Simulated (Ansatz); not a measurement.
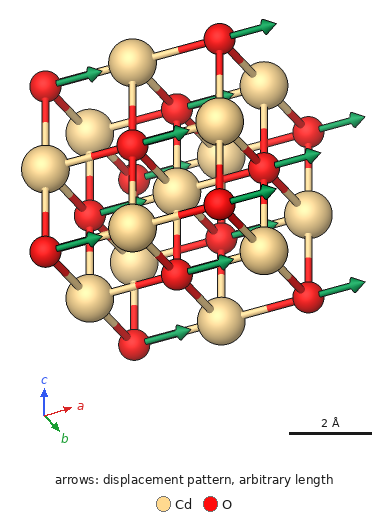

The lowest optical mode of solid CdO (a generated structure), space group Fm-3m (No. 225), at the zone centre. The green arrows give the relative displacements of the atoms. The picture is a ball-and-stick view of the conventional cell (4 times the calculation's cell), seen from a free direction. Lengths and directions refer to the drawn axes.

Theory: DFT PBE, scalar-relativistic, plane waves, PAW (Ansatz). (plane-wave cutoff 420 eV; k-point mesh 20 × 20 × 20; occupations fermi dirac; smearing width 0.15 eV; no spin polarisation)

The frequencies depend somewhat on the k-mesh and the smearing.

### Is this crystal at a minimum with respect to the drawn distortion?

Yes: this softest mode has a real frequency, and so have all others here. That speaks for this wave vector alone: the rest of the zone wasn't checked in this run. This is the T₁u mode (triply degenerate; one member of the set is drawn) at 28.2 meV, the only optical level, infrared-active by symmetry. The O sublattice moves against the Cd sublattice, along a; it stretches the shortest Cd–O bonds (2.38 Å); the kinetic energy is shared as O 88 %, Cd 12 %. The crystal is a metal, so free carriers screen the infrared response.
